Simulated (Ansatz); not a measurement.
## Ga6HN6: geometry relaxation (part 4 of 4)

Ga6HN6 (slab, 26 atoms in the cell); DFT PBE+D3(BJ), scalar-relativistic, plane waves, PAW, no spin polarisation (Ansatz 0.2.0); cutoff 420 eV, 3×3×1 k-mesh, Gaussian smearing of 0.05 eV. The structure derives from an entry of the Crystallography Open Database. The input holds or restrains some coordinates. Forces given for the steps count only the free coordinates. It belongs to a series of runs on one base structure; here: 1 H2 a cell, flat, over a hollow N-Ga-N site.

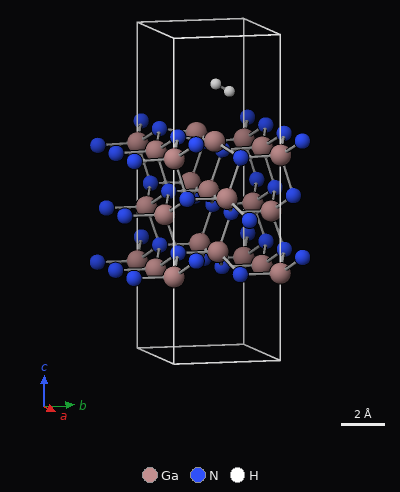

The geometry at step 9 of the log (ball-and-stick view of the cell of the calculation, with the vacuum cut short, seen slightly off an axis; bonded neighbours outside the cell are drawn too).

Results in brief

| quantity | value |
| --- | --- |
| outcome | converged under the restraints of the input |
| electrons treated | 218 |
| free energy | −50043.8450 eV |
| work function, top face | 4.52 eV |
| work function, bottom face | 4.69 eV |
| Fermi energy | 0.509 eV |
| gap on the k-point mesh | 0.76 eV |
| final volume | 814.47 Å³ |
| work function (upper face) | 4.52 eV |
| largest force (length of the vector) at the end, held atoms and coordinates included | 2.491 eV/Å |
| hardware | 4 threads of Intel Xeon @ 2.50GHz (Skylake/Cascade Lake), 192 GiB of memory available, shared host |
| wall time | 4.3 min (CPU time 16 min) |
| peak memory | 2.3 GiB |

Remarks

Warnings of the run: the exchange-correlation potential is rough where the density is thin.
